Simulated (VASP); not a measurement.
Run report: CaO, single-point calculation (part 2 of 2)

Continued. System: CaO (P1, 2 atoms in the cell). Method: DFT, PBE, plane waves, PAW (VASP 6.6.1); cutoff 520 eV, 8×8×8 k-mesh, Fermi–Dirac smearing of 0.02 eV. The structure was built on a prototype by a generator. It belongs to a series of runs on one base structure; here: strained and displaced.

Geometry of the input (Å; fractional positions):
```
-0.0803  2.5088  2.6742
2.4258  0.0046  2.5893
2.4976  2.4957  -0.0672
Ca 0.9766  0.8981  0.0719
O  0.2883  0.2494  0.1535
```

**Parts of OUTCAR, continued**
```
  -0.25000000  0.12500000  0.37500000       0.004
  -0.12500000  0.12500000  0.37500000       0.004
  -0.00000000  0.25000000  0.37500000       0.004
   0.12500000  0.25000000  0.37500000       0.004
   0.25000000  0.25000000  0.37500000       0.004
   0.37500000  0.25000000  0.37500000       0.004
   0.50000000  0.25000000  0.37500000       0.004
  -0.37500000  0.25000000  0.37500000       0.004
  -0.25000000  0.25000000  0.37500000       0.004
  -0.12500000  0.25000000  0.37500000       0.004
  -0.00000000  0.37500000  0.37500000       0.004
   0.12500000  0.37500000  0.37500000       0.004
   0.25000000  0.37500000  0.37500000       0.004
   0.37500000  0.37500000  0.37500000       0.004
   0.50000000  0.37500000  0.37500000       0.004
  -0.37500000  0.37500000  0.37500000       0.004
  -0.25000000  0.37500000  0.37500000       0.004
  -0.12500000  0.37500000  0.37500000       0.004
  -0.00000000  0.50000000  0.37500000       0.004
   0.12500000  0.50000000  0.37500000       0.004
   0.25000000  0.50000000  0.37500000       0.004
   0.37500000  0.50000000  0.37500000       0.004
   0.50000000  0.50000000  0.37500000       0.004
  -0.37500000  0.50000000  0.37500000       0.004
  -0.25000000  0.50000000  0.37500000       0.004
  -0.12500000  0.50000000  0.37500000       0.004
   0.00000000 -0.37500000  0.37500000       0.004
   0.12500000 -0.37500000  0.37500000       0.004
   0.25000000 -0.37500000  0.37500000       0.004
   0.37500000 -0.37500000  0.37500000       0.004
   0.50000000 -0.37500000  0.37500000       0.004
  -0.37500000 -0.37500000  0.37500000       0.004
  -0.25000000 -0.37500000  0.37500000       0.004
  -0.12500000 -0.37500000  0.37500000       0.004
  -0.00000000 -0.25000000  0.37500000       0.004
   0.12500000 -0.25000000  0.37500000       0.004
   0.25000000 -0.25000000  0.37500000       0.004
   0.37500000 -0.25000000  0.37500000       0.004
   0.50000000 -0.25000000  0.37500000       0.004
  -0.37500000 -0.25000000  0.37500000       0.004
  -0.25000000 -0.25000000  0.37500000       0.004
  -0.12500000 -0.25000000  0.37500000       0.004
  -0.00000000 -0.12500000  0.37500000       0.004
   0.12500000 -0.12500000  0.37500000       0.004
   0.25000000 -0.12500000  0.37500000       0.004
   0.37500000 -0.12500000  0.37500000       0.004
   0.50000000 -0.12500000  0.37500000       0.004
  -0.37500000 -0.12500000  0.37500000       0.004
  -0.25000000 -0.12500000  0.37500000       0.004
  -0.12500000 -0.12500000  0.37500000       0.004
  -0.00000000  0.00000000  0.50000000       0.002
   0.12500000  0.00000000  0.50000000       0.004
   0.25000000  0.00000000  0.50000000       0.004
   0.37500000  0.00000000  0.50000000       0.004
   0.50000000 -0.00000000  0.50000000       0.002
  -0.00000000  0.12500000  0.50000000       0.004
   0.12500000  0.12500000  0.50000000       0.004
   0.25000000  0.12500000  0.50000000       0.004
   0.37500000  0.12500000  0.50000000       0.004
   0.50000000  0.12500000  0.50000000       0.004
  -0.37500000  0.12500000  0.50000000       0.004
  -0.25000000  0.12500000  0.50000000       0.004
  -0.12500000  0.12500000  0.50000000       0.004
  -0.00000000  0.25000000  0.50000000       0.004
   0.12500000  0.25000000  0.50000000       0.004
   0.25000000  0.25000000  0.50000000       0.004
   0.37500000  0.25000000  0.50000000       0.004
   0.50000000  0.25000000  0.50000000       0.004
  -0.37500000  0.25000000  0.50000000       0.004
  -0.25000000  0.25000000  0.50000000       0.004
  -0.12500000  0.25000000  0.50000000       0.004
  -0.00000000  0.37500000  0.50000000       0.004
   0.12500000  0.37500000  0.50000000       0.004
   0.25000000  0.37500000  0.50000000       0.004
   0.37500000  0.37500000  0.50000000       0.004
   0.50000000  0.37500000  0.50000000       0.004
  -0.37500000  0.37500000  0.50000000       0.004
  -0.25000000  0.37500000  0.50000000       0.004
  -0.12500000  0.37500000  0.50000000       0.004
  -0.00000000  0.50000000  0.50000000       0.002
   0.12500000  0.50000000  0.50000000       0.004
   0.25000000  0.50000000  0.50000000       0.004
   0.37500000  0.50000000  0.50000000       0.004
   0.50000000  0.50000000  0.50000000       0.002

 E-fermi :   1.5734

 k-point     1 :       0.0000    0.0000    0.0000
  band No.  band energies     occupation
      1     -35.9064      2.00000
      2     -17.1243      2.00000
      3     -16.9640      2.00000
      4     -16.7944      2.00000
      5     -13.9799      2.00000
      6      -0.3343      2.00000
      7       0.0812      2.00000
      8       0.7140      2.00000
      9       3.8648      0.00000
     10       8.6562      0.00000
     11       9.2418      0.00000
     12       9.3886      0.00000
     13      12.2736      0.00000
     14      12.7101      0.00000
     15      17.1180      0.00000

 k-point     2 :       0.1250   -0.0000    0.0000
  band No.  band energies     occupation
      1     -35.8966      2.00000
      2     -17.3252      2.00000
      3     -16.9788      2.00000
      4     -16.8505      2.00000
      5     -13.6931      2.00000
      6      -0.4027      2.00000
      7       0.1625      2.00000
      8       0.6542      2.00000
      9       4.2736      0.00000
     10       8.5331      0.00000
     11       9.0726      0.00000
     12       9.7860      0.00000
     13      11.8368      0.00000
     14      12.5330      0.00000
     15      15.9311      0.00000

 k-point     3 :       0.2500   -0.0000    0.0000
  band No.  band energies     occupation
      1     -35.8729      2.00000
      2     -17.7865      2.00000
      3     -16.9973      2.00000
      4     -16.8994      2.00000
      5     -13.1343      2.00000
      6      -0.5096      2.00000
      7       0.4593      2.00000
      8       0.5254      2.00000
      9       5.1599      0.00000
     10       8.2335      0.00000
     11       9.1812      0.00000
     12       9.9446      0.00000
     13      11.0812      0.00000
     14      12.0602      0.00000
     15      14.5018      0.00000

 k-point     4 :       0.3750   -0.0000    0.0000
  band No.  band energies     occupation
      1     -35.8490      2.00000
      2     -18.1706      2.00000
      3     -17.0150      2.00000
      4     -16.9275      2.00000
      5     -12.6845      2.00000
      6      -0.4578      2.00000
      7       0.3876      2.00000
      8       0.7990      2.00000
      9       6.0381      0.00000
     10       7.9383      0.00000
     11       8.8575      0.00000
     12       9.7445      0.00000
     13      10.9074      0.00000
     14      11.5399      0.00000
     15      13.8772      0.00000

 k-point     5 :       0.5000   -0.0000    0.0000
  band No.  band energies     occupation
      1     -35.8391      2.00000
      2     -18.3129      2.00000
      3     -17.0231      2.00000
      4     -16.9368      2.00000
      5     -12.5198      2.00000
      6      -0.3819      2.00000
      7       0.3304      2.00000
      8       0.9376      2.00000
      9       6.4867      0.00000
     10       7.7069      0.00000
     11       8.4464      0.00000
     12      10.0733      0.00000
     13      10.6814      0.00000
     14      11.1616      0.00000
     15      13.9543      0.00000

 [... the levels of 254 k-points are left out ...]

 k-point   260 :       0.5000    0.5000    0.5000
  band No.  band energies     occupation
      1     -35.8351      2.00000
      2     -18.0238      2.00000
      3     -17.1002      2.00000
      4     -16.9612      2.00000
      5     -12.9296      2.00000
      6      -0.4516      2.00000
      7       0.0046      2.00000
      8       0.9245      2.00000
      9       7.0796      0.00000
     10       7.9008      0.00000
     11       8.4321      0.00000
     12      10.4204      0.00000
     13      11.0708      0.00000
     14      11.4332      0.00000
     15      13.7542      0.00000

  Total        5.3130407      3.9411098      2.4873713     -3.7061406     -0.2264390      2.7085546
  in kB      255.5406229    189.5550422    119.6347693   -178.2537582    -10.8910073    130.2729941
  external PRESSURE =     188.2434781 kB  Pullay stress =       0.0000000 kB

 POSITION                                       TOTAL-FORCE (eV/Angst)
 -----------------------------------------------------------------------------------
      2.27977      2.63367      4.93224         1.882645     -1.490745      2.740718
      0.96523      1.10752      1.40643        -1.882645      1.490745     -2.740718
 -----------------------------------------------------------------------------------
    total drift:                                0.000064     -0.000049     -0.000149

  FREE ENERGIE OF THE ION-ELECTRON SYSTEM (eV)
  ---------------------------------------------------
  free  energy   TOTEN  =       -11.5115768283 eV

  energy  without entropy=      -11.5115768283  energy(sigma->0) =      -11.51157683
```

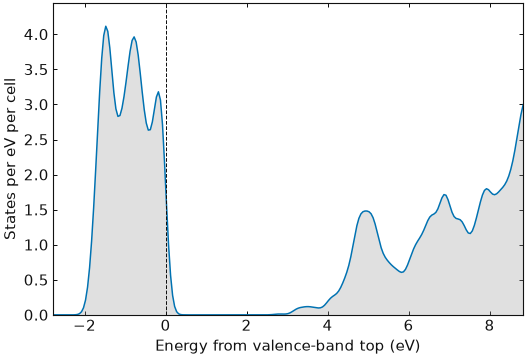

Figure 1. Density of states (the curve is built from the levels of the k mesh with Gaussians 0.3 eV wide, which also blur the band edges), with energies from the valence-band top. There is a gap of 2.82 eV on the k-point mesh. Small ripples come from the finite k-point mesh.

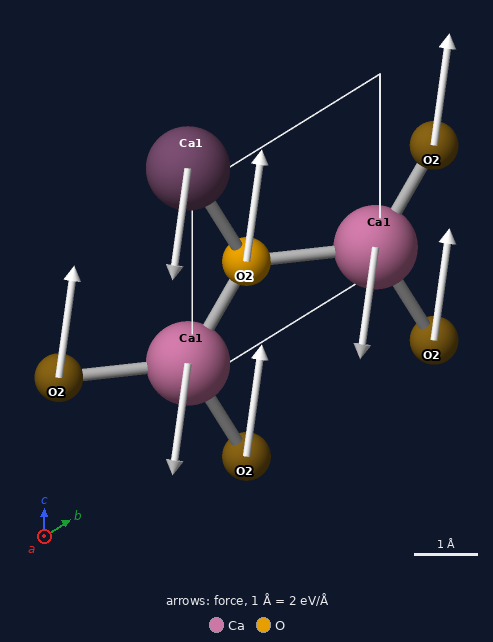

Figure 2. Forces on the atoms as white arrows (ball-and-stick view of the cell of the calculation, set on other vectors, along the a axis; neighbours outside the cell are drawn fainter; atoms are numbered from 1 in the order of the input). The largest act on Ca1 (3.64 eV/Å); O2 (3.64 eV/Å). The geometry is not a stationary point of this energy.
